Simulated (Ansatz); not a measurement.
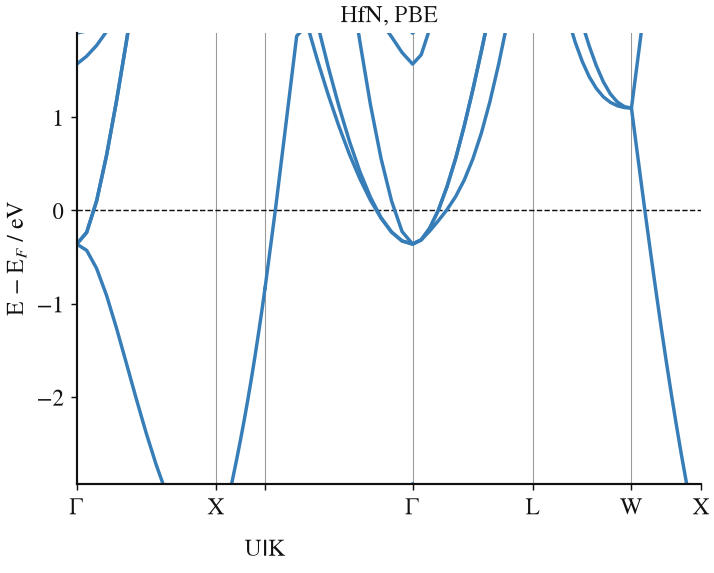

Band structure. Energies are counted from the Fermi level.

### What lattice type does the k path imply?

A face-centred cubic lattice: the path Γ–X–U|K–Γ–L–W–X runs through the special points of its Brillouin zone.

Input of the run:

```
crystal:
  lattice:
    - [0.0, 2.2738954488, 2.2738954488]
    - [2.2738954488, 0.0, 2.2738954488]
    - [2.2738954488, 2.2738954488, 0.0]
  atoms:
    - { symbol: Hf, position: [0.0, 0.0, 0.0] }
    - { symbol: "N", position: [0.5, 0.5, 0.5] }
basis:
  ecutwfc: 420
kpoints:
  mp_grid: { grid: [16, 16, 16] }
  band_path:
    path:
      - [[0.0, 0.0, 0.0], [0.5, 0.0, 0.5], [0.625, 0.25, 0.625]]
      - [[0.375, 0.375, 0.75], [0.0, 0.0, 0.0], [0.5, 0.5, 0.5], [0.5, 0.25, 0.75], [0.5, 0.0, 0.5]]
    npoints: 14
hamiltonian:
  xc: pbe
scf:
  occupations: { method: gaussian, width: 0.1 }
  n_extra_bands: 6
output:
  forces: true
  stress: true
  eigenvalues: true
  populations: true
  dos: { projected: true, de: 0.02, nscf_kmesh: { grid: [24, 24, 24] } }
  bader: true
  write_density: true
  write_potential: true
  elf: true
  volumetric_format: npy
```

Launched with:
```bash
ansatz run input.yaml --threads 1 --pin off --max-ram 2560MiB --backend cpu --events-out ev --progress --plain --runs-dir out
```

### Does this material conduct, going by its bands?

A metal: 3 bands cross the Fermi level along this path.

### On which lines of the path do bands cross the Fermi level?

Bands cross the Fermi level on Γ–X, K–Γ, Γ–L and W–X, and not on X–U and L–W.

The electron count is odd and the run has no spin polarisation, so a magnetic state may lie lower. Spin-orbit coupling is left out, which matters for Hf.
